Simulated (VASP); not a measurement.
System: MoS₂, space group P-6m2 (No. 187).

Input of the run:
```
ALGO = Normal ; EDIFF = 1E-6
ENCUT = 520 ; GGA = PE
HFSCREEN = 0.2 ; ISIF = 2
ISMEAR = 0 ; ISTART = 1
KPAR = 4 ; LASPH = True
LCHARG = False ; LHFCALC = True
LREAL = False ; LWAVE = False
NELM = 80 ; PREC = Accurate
PRECFOCK = Fast ; SIGMA = 0.02
```

Run as:
```bash
cat potpaw_PBE.64/Mo_sv/POTCAR potpaw_PBE.64/S/POTCAR > POTCAR
cp INCAR.step1 INCAR
mpirun -np 4 vasp_std > vasp.out
cp INCAR.step2 INCAR
mpirun -np 4 vasp_std > vasp.out
```

How it was computed, with VASP 6.6.1: plane-wave DFT, no spin polarisation; energies at scaled volumes of the given cell, shape and fractions fixed, counted from the fit's minimum, third-order Birch-Murnaghan fit. Level: HSE06.

- k mesh: 6×6×1
- occupations: Gaussian
- smearing width: 0.02 eV
- potentials: VASP PAW PBE potentials, recommended
- wave cutoff: 520 eV

Predict the energy and pressure against volume. The volume takes the values 46.41, 47.38, 48.34, 49.31, 50.28 Å³/atom.

A third-order Birch–Murnaghan fit gives V0 = 48.36 Å³/atom, B0 = 58.7 GPa and B′ = 4.2. The energy is 15.51 meV/atom at volume 46.41 Å³/atom and 12.98 meV/atom at 50.28 Å³/atom; the lowest computed point is at volume 48.34 Å³/atom (0.00 meV/atom), and no other minimum shows. The pressure falls from 2.61 GPa at volume 46.41 Å³/atom to −2.13 GPa at 50.28 Å³/atom, and changes sign near 48.33 Å³/atom.

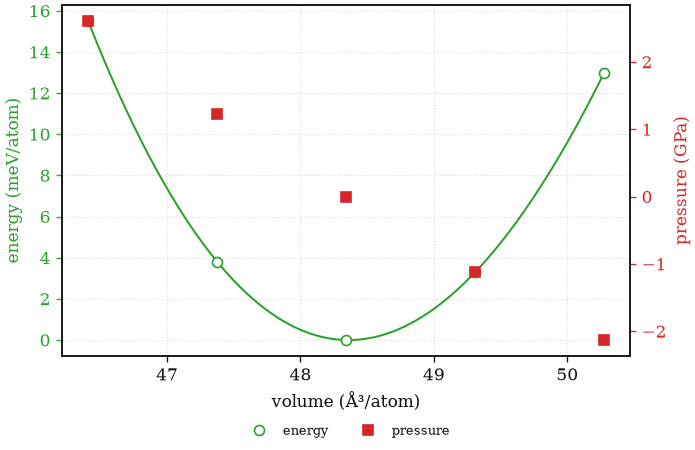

Keep in mind: shape and atomic fractions are frozen while scaling, which makes layered, chain and framework solids too stiff.
